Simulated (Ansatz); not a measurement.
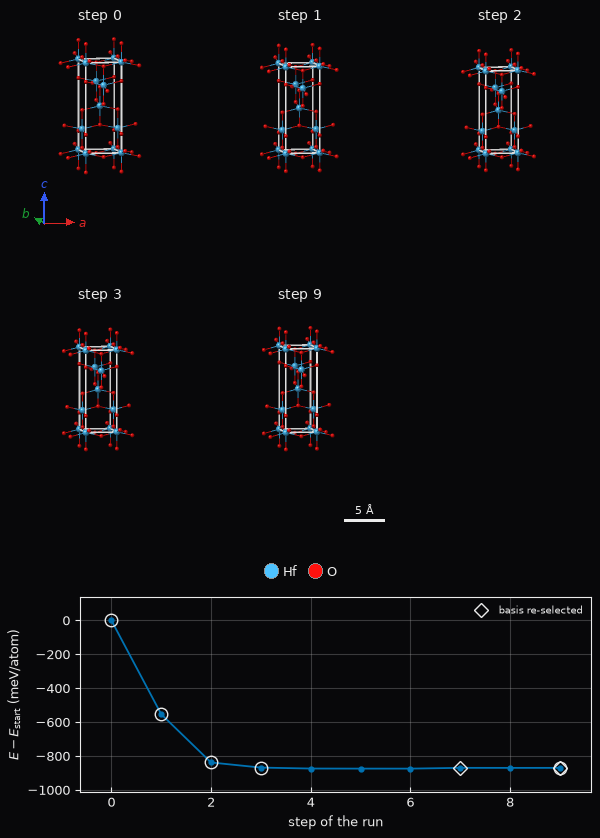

Frames of a relaxation of solid HfO2 (built on the anatase type), marked on the history of the run. The picture is a ball-and-stick view of the conventional cell (2 times the calculation's cell), seen slightly off an axis. Lengths and directions refer to the drawn axes.

All numbers below come from DFT, PBE, plane waves, PAW in Ansatz. Settings: plane-wave cutoff 420 eV; k-point mesh 8 × 8 × 8; occupations fermi dirac; smearing width 0.02 eV; no spin polarisation; cell and atoms relaxed; force threshold 0.005 eV/Å.

### Describe the path.

The energy falls by 869 meV per atom in 7 accepted moves (9 points after the start). The largest force component goes from 1.4 to 0.0033 eV/Å. The pressure goes from −32.14 to −0.03 GPa. The SCF was repeated twice at an unchanged geometry on a basis and grid sized afresh for the cell, which shifted the energy by 4.6 meV per atom at most. The largest moves relative to the cell, 0.067 Å, are those of O atoms. Hf stays in place. The volume changes by −29.7 %, with a = b 4.603 → 4.019 Å (−12.7 %), c 11.553 → 10.648 Å (−7.8 %). Among the contacts that change: Hf–Hf 3.693 → 3.335 Å, Hf–O 2.352 → 2.074 Å, Hf–O 2.403 → 2.148 Å. Bond angles that change, for instance: O–Hf–O 156.2° → 151.3°, Hf–O–Hf 156.2° → 151.3°, O–Hf–O 78.1° → 75.6°. The space group stays I4_1/amd (No. 141). From step 0 to 1: O atoms move most (0.06 Å), volume −13.6 %, energy −553 meV per atom. From step 1 to 2: O atoms move most (0.02 Å), volume −14.2 %, energy −284 meV per atom. From step 2 to 3: O atoms move most (0.03 Å), volume −7.8 %, energy −30.1 meV per atom. From step 3 to 9: O atoms move most (0.03 Å), volume +2.7 %, energy −1.6 meV per atom.
